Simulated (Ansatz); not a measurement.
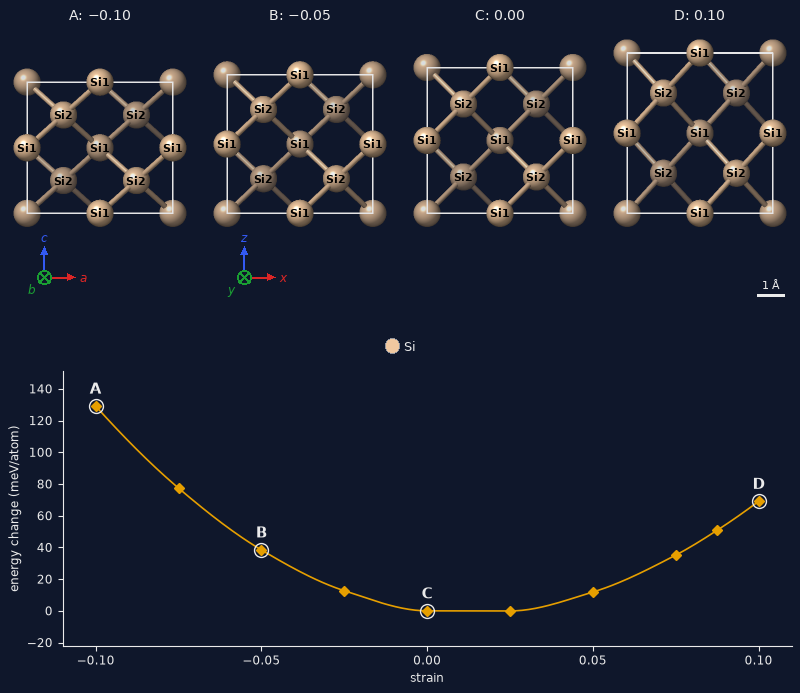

A scan of crystalline Si (Fd-3m): the cell is strained along z alone, with the atoms kept at their fractional coordinates. x, y and z are the Cartesian axes of the input. The lettered frames are marked on the plot. Style: ball-and-stick. Shown: the conventional cell (4 times the calculation's cell), along the b axis. Lengths and directions refer to the drawn axes.

The calculation used Ansatz, DFT PBE, scalar-relativistic, plane waves, PAW. Set-up: plane-wave cutoff 420 eV; k-point mesh 10 × 10 × 10; occupations gaussian; smearing width 0.05 eV; no spin polarisation. Energies (free energies at the smearing named) are counted from the cell as listed in its source, which wasn't relaxed.

### Read off the main features of the energy profile.

Of the computed points the lowest is at the strain 0.025, −0.1 meV/atom. The unrelaxed reference is under a pressure of 2.0 GPa, which tilts the curve. The distortion takes the space group from Fd-3m to I4_1/amd. At the strain −0.10 the cell of the drawing goes c 5.431 → 4.888 Å. The band gap on the mesh, 0.58 eV in the reference, closes at −0.10, −0.075, −0.05.

The computed points:

```csv
strain,energy change (meV/atom)
−0.1000,129.1
−0.0750,77.4
−0.0500,38.4
−0.0250,12.7
0.0000,0.0
0.0250,−0.1
0.0500,11.9
0.0750,35.2
0.0875,50.8
0.1000,69.1
```
